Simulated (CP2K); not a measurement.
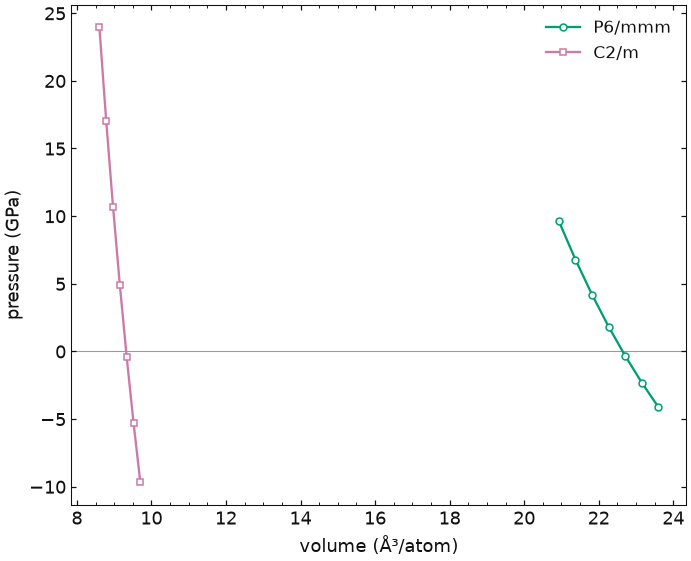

Caption: Pressure against volume, with one curve for each structure, for C.

Settings that differ: P6/mmm: k mesh 12×12×3; C2/m: k mesh 13×13×8.

The fitted equilibrium volumes, smallest first, are C2/m 9.321, P6/mmm 22.639 Å³/atom. The fitted bulk moduli, smallest first, are P6/mmm 106.7, C2/m 259.9 GPa. For P6/mmm, the pressure falls from 9.62 GPa at volume 20.93 Å³/atom to −4.13 GPa at 23.60 Å³/atom, and changes sign near 22.64 Å³/atom. For C2/m, the pressure falls from 23.96 GPa at volume 8.6036 Å³/atom to −9.69 GPa at 9.7019 Å³/atom, and changes sign near 9.32 Å³/atom.

Method: DFT in Gaussian orbitals with a plane-wave density, no spin polarisation; energies at scaled volumes of the given cell, shape and fractions fixed, counted from the fit's minimum, third-order Birch-Murnaghan fit (CP2K 2026.2). Level: PBE.

- occupations: Fermi–Dirac
- smearing width: 0.05 eV
- potentials: GTH PBE with UZH TZVP basis
- density cutoff: 6123 eV

Caveats: shape and atomic fractions are frozen while scaling, which makes layered, chain and framework solids too stiff.
